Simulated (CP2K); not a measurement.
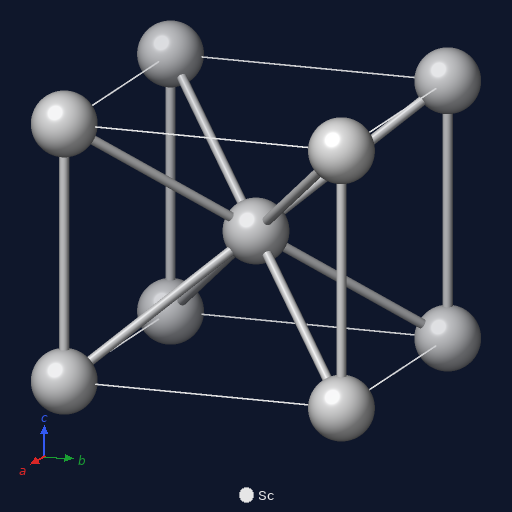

System: Sc, space group I4/mmm (No. 139). The picture shows the conventional cell.

Starting cell:
```
Sc
1.0
     3.20960    0.00000    0.00000
    -1.37126    2.90192    0.00000
    -0.91917   -1.45096    2.71134
Sc
1
Direct
  0.00000 0.00000 0.00000
```

How it was computed, with CP2K 2026.2: DFT in Gaussian orbitals with a plane-wave density, no spin polarisation; energies at scaled volumes of the given cell, shape and fractions fixed, counted from the fit's minimum, third-order Birch-Murnaghan fit. Level: PBE.

```tsv
setting	value
k mesh	10×10×10
occupations	Fermi–Dirac
smearing width	0.05 eV
potentials	GTH PBE with UZH TZVP basis
density cutoff	6123 eV
program settings	ngrids 4, basis sets Sc TZVP-MOLOPT-PBE-GTH-q11, cutoff ry 450 Ry, rel cutoff ry 60 Ry
```

Describe the result: the energy and pressure against volume. The volume takes the values 23.74, 24.24, 24.75, 25.25, 25.76, 26.26, 26.77 Å³/atom.

A third-order Birch–Murnaghan fit gives V0 = 24.81 Å³/atom, B0 = 51.8 GPa and B′ = 3.1. The energy is 7.91 meV/atom at volume 23.74 Å³/atom and 22.54 meV/atom at 26.77 Å³/atom; the lowest computed point is at volume 24.75 Å³/atom (0.02 meV/atom), and no other minimum shows. The pressure falls from 2.44 GPa at volume 23.74 Å³/atom to −3.50 GPa at 26.77 Å³/atom, and changes sign near 24.81 Å³/atom.

```json
{"volume (Å³/atom)": "23.74", "energy (meV/atom)": "7.91", "pressure (GPa)": "2.44"}
{"volume (Å³/atom)": "24.24", "energy (meV/atom)": "2.14", "pressure (GPa)": "1.24"}
{"volume (Å³/atom)": "24.75", "energy (meV/atom)": "0.02", "pressure (GPa)": "0.13"}
{"volume (Å³/atom)": "25.25", "energy (meV/atom)": "1.26", "pressure (GPa)": "-0.90"}
{"volume (Å³/atom)": "25.76", "energy (meV/atom)": "5.58", "pressure (GPa)": "-1.84"}
{"volume (Å³/atom)": "26.26", "energy (meV/atom)": "12.75", "pressure (GPa)": "-2.70"}
{"volume (Å³/atom)": "26.77", "energy (meV/atom)": "22.54", "pressure (GPa)": "-3.50"}
```

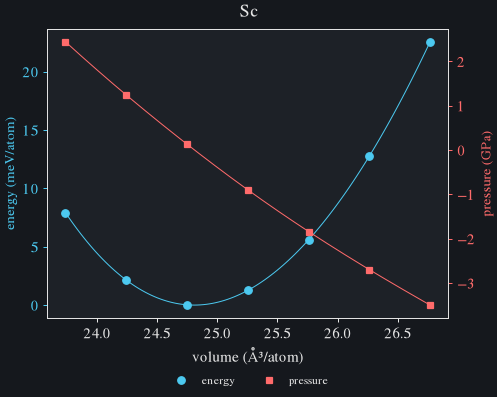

Caveats: shape and atomic fractions are frozen while scaling, which makes layered, chain and framework solids too stiff.
